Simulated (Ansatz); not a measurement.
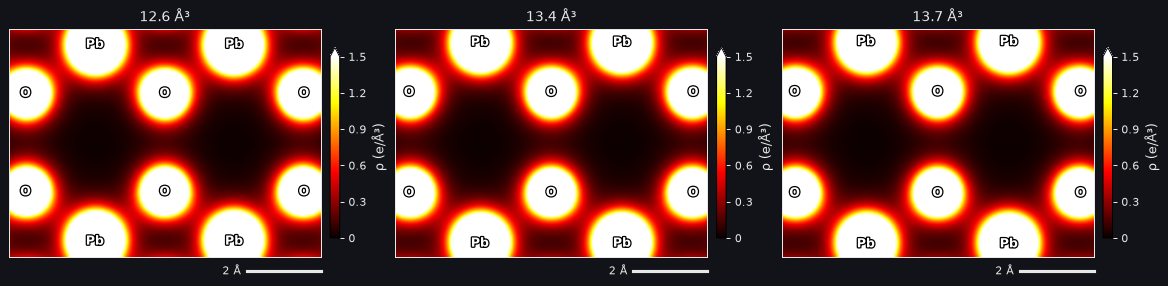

PbO₂. The valence charge density (pseudo) of cells scaled evenly to different volumes (given per atom above each panel), on the (011̄) plane of each (indices in the axes of the cell below), at one length scale and on one colour scale.

A structure from a database of computed crystals, not necessarily the ambient phase.

The calculation used Ansatz 0.2.0, Kohn-Sham DFT of a periodic cell, PBE, Ansatz PAW.

The density is the valence pseudo-density of a PAW calculation; it isn't the true density close to the nuclei.

The largest cell:

```cif
data_structure
_symmetry_space_group_name_H-M 'P 1'
_symmetry_Int_Tables_number 1
_cell_length_a 3.8715
_cell_length_b 3.8715
_cell_length_c 3.8715
_cell_angle_alpha 60.000
_cell_angle_beta 60.000
_cell_angle_gamma 60.000
_cell_volume 41.03
loop_
_atom_site_label
_atom_site_type_symbol
_atom_site_fract_x
_atom_site_fract_y
_atom_site_fract_z
_atom_site_occupancy
Pb1 Pb 0.00000 0.00000 0.00000 1
O1 O 0.75000 0.75000 0.75000 1
O2 O 0.25000 0.25000 0.25000 1
```

| volume (Å³/atom) | Pb–O contact in the plane (Å) | ρ at its midpoint (e/Å³) | pressure (GPa) | 
| --- | --- | --- | --- |
| 12.63 | 2.308 | 0.473 | 6.5 | 
| 12.89 | 2.324 | ? | ? | 
| 13.41 | 2.355 | 0.430 | −2.2 | 
| 13.68 | 2.371 | 0.418 | −4.4 | 

Estimate the missing row, and compare with the calculation.

Over the known rows ln ρ falls by 1.98 per Å of Pb–O distance (a least-squares line), which gives 0.458 e/Å³ at 2.324 Å; the calculation gives 0.458 e/Å³. For the pressure, a straight line in volume between the neighbouring rows gives 3.6 GPa; the calculation gives 3.3, lower because pressure rises ever faster on compression.
